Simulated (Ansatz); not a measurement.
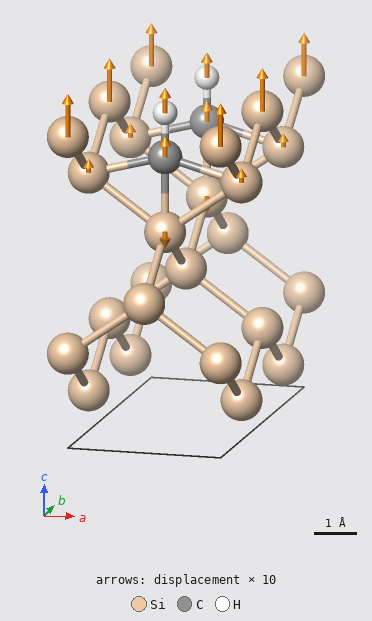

A constrained relaxation of a slab of composition Si6HC (cut from the Fd-3m phase). The starting structure is drawn; orange arrows show the displacements, magnified 10 times.

A ball-and-stick model of the 1 × 2 repeat of the cell, outlined in the plane, without the vacuum, seen slightly off an axis.

Case: CH put at a hollow Si-Si site. The slab is the (1 0 0) face of Si with CH on it. 3 atoms are held fixed.

Level of theory: DFT PBEsol, scalar-relativistic, plane waves, PAW (Ansatz). (plane-wave cutoff 420 eV; k-point mesh 8 × 8 × 1; occupations gaussian; smearing width 0.05 eV; collinear spin; dipole correction; atoms relaxed in a fixed cell; force threshold 0.03 eV/Å; at most 70 steps)

Q: Which element moves most?

A: Silicon: up to 0.11 Å, against 0.06 Å for hydrogen.

Q: What did the optimiser do to the structure, and how much energy did it gain?

A: A Si atom moves most: 0.11 Å along the normal (+c). By element the largest moves are Si 0.11 Å, H 0.06 Å, C 0.05 Å. The cell stays as it was. Near-neighbour distances that change, for instance: C–Si 1.872 → 1.966 Å, Si–Si 2.354 → 2.399 Å, Si–Si 2.337 → 2.380 Å, Si–Si 2.348 → 2.325 Å. Among the angles between lasting bonds that change: Si–Si–Si 109.4° → 106.4°, Si–Si–Si 110.5° → 107.6°. Over 4 geometry steps the energy falls by 68.8 meV per cell of the calculation. Largest force component: 1.4 eV/Å at the start, 0.01 eV/Å at the end. The program noted that the starting moments weren't kept.

Limits of the set-up: the periodic images lie only 3.8 Å apart, so the values are limited by the cell's size.
